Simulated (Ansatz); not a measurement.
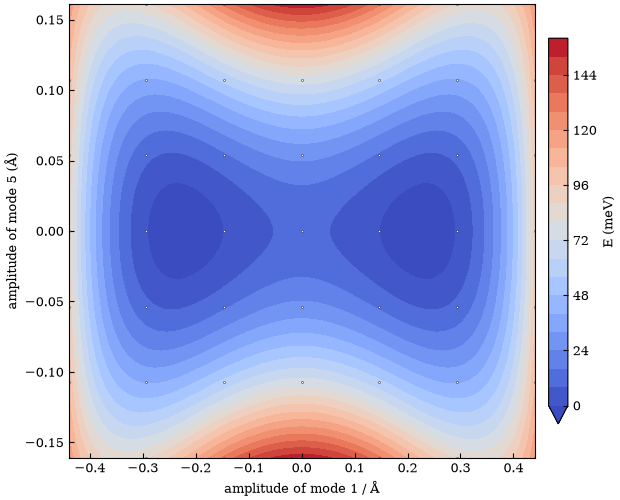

Cu (I4/mmm, No. 139; 2 atoms in the cell). The energy is mapped over two normal modes frozen in (zone-centre modes of the 2-atom cell of this scan, which folds in the wave vector (0, 0, 1/2) of the primitive cell). Coordinates scanned: (1) amplitude of mode 1 (50i cm⁻¹), largest displacement; (2) amplitude of mode 5 (157 cm⁻¹), largest displacement. Nothing is relaxed (the cell and all other modes fixed). Grid: 7 × 7 points; 16 points were computed and 33 follow by symmetry. Points are written as (first, second). Energies: meV per cell, counted from the lowest grid point. Method: DFT PBE, scalar-relativistic, plane waves, PAW (Ansatz). Settings: cutoff 520 eV, k-mesh 20×20×12 in the order of the run's cell vectors, gaussian smearing 0.15 eV, no spin polarisation.

The picture shows filled contours, dots at the grid points. Between grid points the surface is interpolated.

The lowest grid point is at (−0.147 Å, 0.000 Å); the map holds 2 wells of about this depth. The bottom of the well lies between grid points, at about (−0.230 Å, 0.000 Å), about 5 meV lower on the interpolated surface. The reference structure, at (0.000 Å, 0.000 Å), is a saddle of this map. No other kind of well shows on this grid. Relaxing all atoms from the lowest point lowers the energy by a further 4.9 meV. The highest grid point, (0.000 Å, −0.161 Å), lies 156 meV above the lowest. On the interpolated surface the easiest way out of the lowest well to a well of about the same depth near (0.147 Å, 0.000 Å) passes a barrier of about 15 meV, counted from the interpolated bottom of the well. The reference (I4/mmm) is not the lowest structure on this map: a distortion lowers the energy (space group Cmcm at the lowest grid point).

The level of theory is changed to DFT LDA, scalar-relativistic, plane waves, PAW in Ansatz; with it change the cell, relaxed at the new level (first cell vector 2.424 Å, before 2.500 Å); the new grid has 9 × 9 points, laid about the new relaxed structure.

How does the landscape change?

The minimum (interpolated where it lies between grid points) moves from about (−0.230 Å, 0.000 Å) to about (−0.218 Å, 0.000 Å). The easiest pass out of the lowest well stays at about 15 meV. In the new map: the reference (I4/mmm) is not the lowest structure on this map: a distortion lowers the energy (space group Cmcm at the lowest grid point).

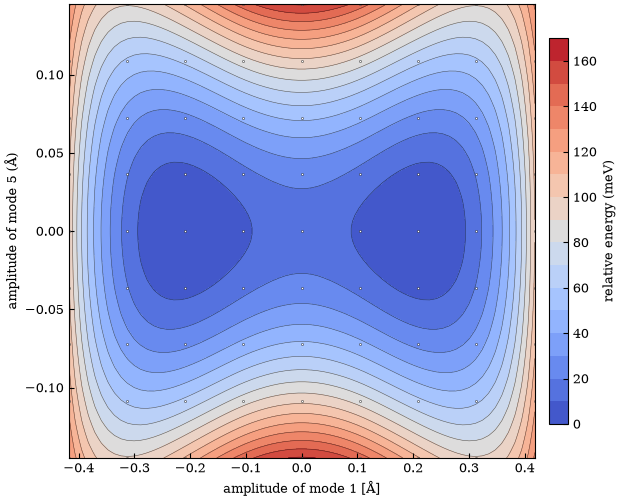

The map after the change, on a colour scale of its own. Drawn: filled contours, dots at the grid points. Between grid points the surface is interpolated.

PAW datasets: the set soft_1.
